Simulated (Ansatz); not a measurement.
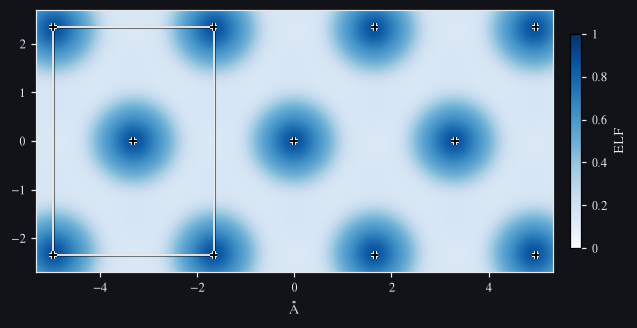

The electron localisation function on a plane through atoms (crosses mark nuclei in the plane).

Theory: Ansatz 0.2.0, DFT r2SCAN, scalar-relativistic, plane waves, PAW.

Candidates:
A. Ag, a = 3.31 Å, b = 4.68 Å, c = 4.68 Å, α = 90.00°, β = 90.00°, γ = 90.00°. Space group Cmcm; a structure from a database of computed crystals, not necessarily the ambient phase; computed pressure about −3 GPa in this cell.
B. AlGa₃N₄, a = 6.32 Å, b = 6.32 Å, c = 4.47 Å, α = 90.00°, β = 90.00°, γ = 90.00°. Space group Cmm2; a structure from a database of computed crystals, not necessarily the ambient phase; changed on purpose from its base cell (atom 2 (Ga) moved -0.100 A along Cartesian [0 0 1]); not relaxed (largest force 1.8 eV/Å).
C. Al, a = 2.82 Å, b = 2.82 Å, c = 9.26 Å, α = 90.00°, β = 90.00°, γ = 120.00°. Space group P6₃/mmc; a structure from a database of computed crystals, not necessarily the ambient phase.

Which system is this?

Candidate A: Ag on the (001) plane of the conventional cell, which holds Ag. Ag–Ag (2.87 Å): the ELF is about 0.15 at the midpoint; no shared electron pair shows on this line.
